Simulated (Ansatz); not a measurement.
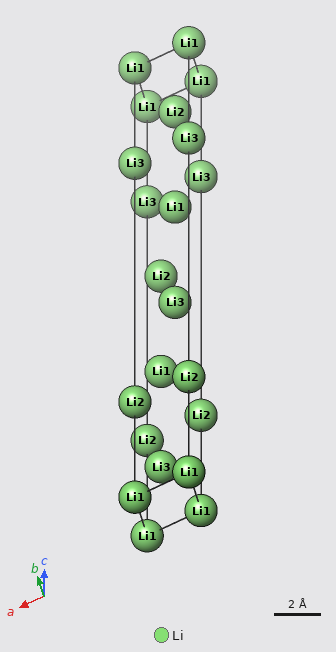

The starting point is crystalline Li (set up in R-3m). Style: spheres-only. Shown: the conventional cell (3 times the calculation's cell), from a free direction. Lengths and directions refer to the drawn axes.

Theory: DFT, LDA, PAW with Ansatz's default frozen-core files, scalar-relativistic (Ansatz 0.2.0). (plane-wave cutoff 420 eV; k-point mesh 12 × 12 × 12; occupations fermi dirac; smearing width 0.08 eV; no spin polarisation)

The variant: All lengths are scaled by −2.0 % (volume −6.0 %), the atoms keeping their fractional coordinates. No relaxation follows.

> What does the calculation give for the changed structure?

Among the bonded contacts that change: Li–Li 3.100 → 3.028 to 3.040 Å. The space group stays R-3m (No. 166). Energy change: −7.8 meV per atom. The pressure goes from −1.3 to −0.6 GPa. The principal stresses (compression positive) are −0.7 GPa along c and −0.5 GPa across it. The forces stay under 0.01 eV/Å.

Drawn alike, the variant:

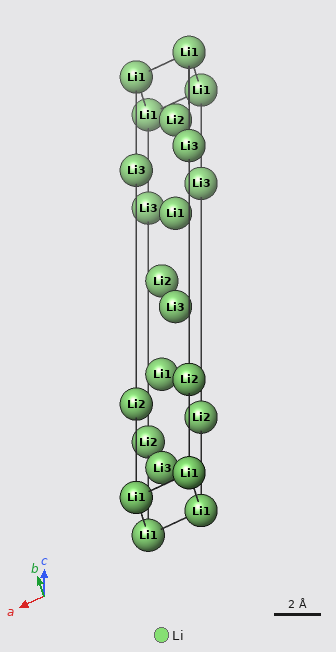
